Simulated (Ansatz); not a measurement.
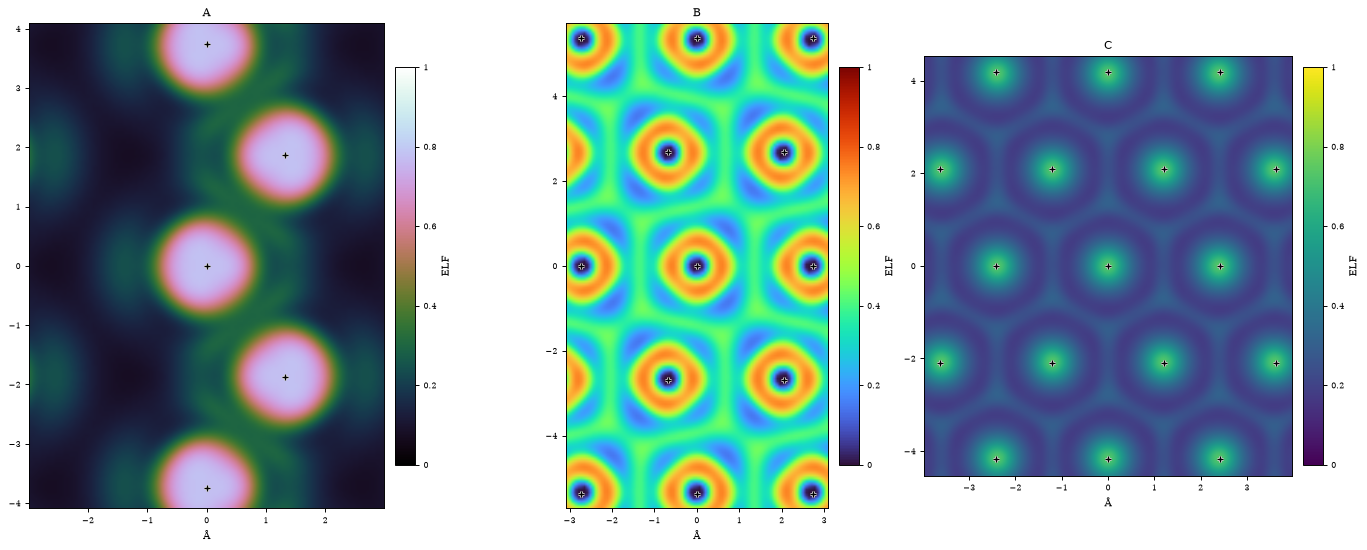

The electron localisation function of 3 systems, each on a plane through atoms (crosses mark nuclei in the plane).

Method: DFT, PBEsol, plane waves (420 eV) with PAW, scalar-relativistic in Ansatz 0.2.0.

System 1: Ni, the (001) plane of the conventional cell. Space group P6₃/mmc; set up as Ni, dhcp; a generated structure, not necessarily the stable one; changed on purpose from its base cell (volume × 0.96); computed pressure about 11 GPa in this cell; spin-polarised.

```
CELL_PARAMETERS angstrom
2.41372 0.00000 0.00000
-1.20686 2.09034 0.00000
0.00000 0.00000 7.90928
ATOMIC_POSITIONS crystal
Ni 0.00000 0.00000 0.00000
Ni 0.00000 0.00000 0.50000
Ni 0.33333 0.66667 0.25000
Ni 0.66667 0.33333 0.75000
```

System 2: Rh, the (011) plane of the conventional cell. Space group Fd-3m; set up as Rh, diamond; a generated structure, not necessarily the stable one; changed on purpose from its base cell (volume × 0.92); computed pressure about 15 GPa in this cell; computed without spin polarisation.

```
Rh
1.0
     5.28738    0.00000    0.00000
     0.00000    5.28738    0.00000
     0.00000    0.00000    5.28738
Rh
8
Direct
  0.75000 0.25000 0.25000
  0.25000 0.75000 0.25000
  0.25000 0.25000 0.75000
  0.75000 0.75000 0.75000
  0.50000 0.00000 0.00000
  0.00000 0.50000 0.00000
  0.00000 0.00000 0.50000
  0.50000 0.50000 0.50000
```

System 3: W, the (011̄) plane of the conventional cell. Space group Fddd; set up as W, beta-Sn type; a generated structure, not necessarily the stable one; changed on purpose from its base cell (volume × 1.08); computed pressure about −20 GPa in this cell.

```
CELL_PARAMETERS angstrom
-0.00042 -0.00042 -2.73714
3.87352 -3.87352 0.00000
-6.52389 -6.52389 -0.00154
ATOMIC_POSITIONS crystal
W 0.75000 0.75000 0.75000
W 0.25000 0.25000 0.75000
W 0.75000 0.25000 0.25000
W 0.25000 0.75000 0.25000
W 0.50000 0.50012 0.50000
W 0.00000 0.00012 0.50000
W 0.50000 0.00012 0.00000
W 0.00000 0.50012 0.00000
```

Q: Match each panel to its system.

A: Panel A is system 2, Rh: the plane holds Rh. Rh–Rh (2.29 Å): the ELF is about 0.30 at the midpoint: no localised pair shows between them. Panel B is system 3, W: the plane holds W. W–W (2.74 Å): the ELF is about 0.40 at the midpoint. Panel C is system 1, Ni: the plane holds Ni. Ni–Ni (2.41 Å): the ELF is about 0.25 at the midpoint: no localised pair shows between them.
